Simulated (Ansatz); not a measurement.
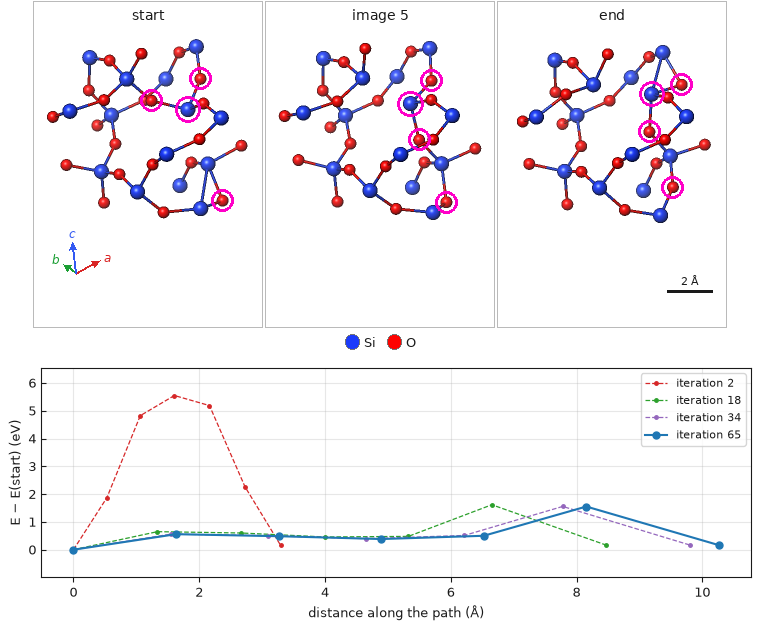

NEB run on SiO₂ with an O vacancy (35 atoms in the cell, charge -2). Images are numbered from 0 (start) to 6 (end). The plot follows the band through its iterations. A ball-and-stick model of the atoms within 4.7 Å of the middle of the path, seen slightly off an axis. The atoms that move most are ringed. Bonds to atoms that aren't drawn are left out.

Level of theory: Ansatz, DFT PBE-D3(BJ), scalar-relativistic, plane waves, PAW. Settings: plane-wave cutoff 420 eV; k-point mesh 2 × 2 × 2; Gaussian smearing 0.02 eV; 5 movable images; climbing image; force threshold 0.03 eV/Å; iteration limit 80; starting path by straight interpolation.

> Did the band converge, and can the barrier be trusted?

The result isn't final. The run hit its time limit after 65 iterations, unconverged. The barrier read from it is provisional, though the highest image hardly moved in the last two iterations. The first iteration put the highest image at 18.89 eV. The energy climbs by 1.55 eV to image 5 and then falls by 1.39 eV, so the end point sits at +0.16 eV. The profile has 2 maxima (images 1, 5) with a dip at image 3 (+0.38 eV), which on an unconverged band is provisional.

Limits of the set-up: the periodic images lie only 7.4 Å apart, so the values are limited by the cell's size; the cell is charged, on a uniform background, and energies carry no finite-size correction.

The run took 73 min on 4 threads of Arm Neoverse V2, with other jobs on the host, peak memory 3.6 GiB.

PAW datasets: the set soft_1.
